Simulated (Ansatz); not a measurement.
Consider GaAs.

The calculation's input:

```
crystal:
  lattice:
    - [0.0, 3.1731915787, 2.2434464461]
    - [3.1731915787, 0.0, 2.2434464461]
    - [3.1731915787, 3.1731915787, 0.0]
  atoms:
    - { symbol: Ga, position: [0.0, 0.0, 0.0] }
    - { symbol: As, position: [0.75, 0.75, 0.75] }
basis:
  ecutwfc: 500
kpoints:
  mp_grid: { grid: [10, 10, 10] }
hamiltonian:
  xc: r2scan
scf:
  occupations: { method: gaussian, width: 0.05 }
output:
  forces: true
  stress: true
  eigenvalues: true
  write_density: true
  write_potential: true
  elf: true
  volumetric_format: npy
```

Launched as:

```sh
ansatz run input.yaml --threads 1 --pin off --max-ram 2560MiB --backend cpu --events-out ev --progress --plain --runs-dir out
```

Below, planes, directions and counts refer to the conventional cell (a = 4.49 Å, b = 4.49 Å, c = 4.49 Å, α = 90.00°, β = 90.00°, γ = 90.00°).

Space group I-4m2.

The calculation used DFT r2SCAN, scalar-relativistic, plane waves, PAW in Ansatz 0.2.0.

> What will maps of the valence pseudo-density and electron localisation function show?

Ga–As (2.51 Å): ρ at the midpoint is about 0.45 e/Å³; the ELF peaks at about 0.80 between the atoms.

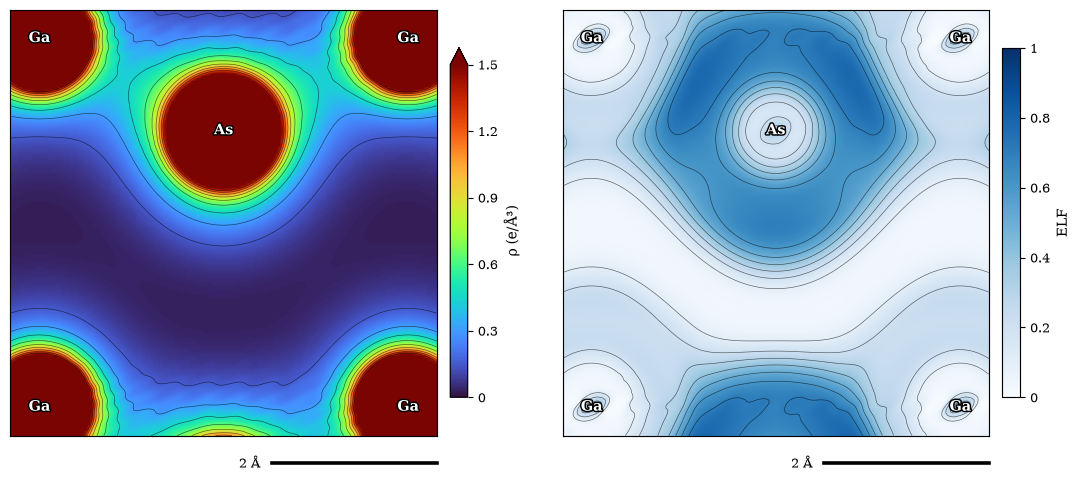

Computed valence pseudo-density and electron localisation function on the (100) plane of the conventional cell, in this order. 

The density is the valence pseudo-density of a PAW calculation; it isn't the true density close to the nuclei.
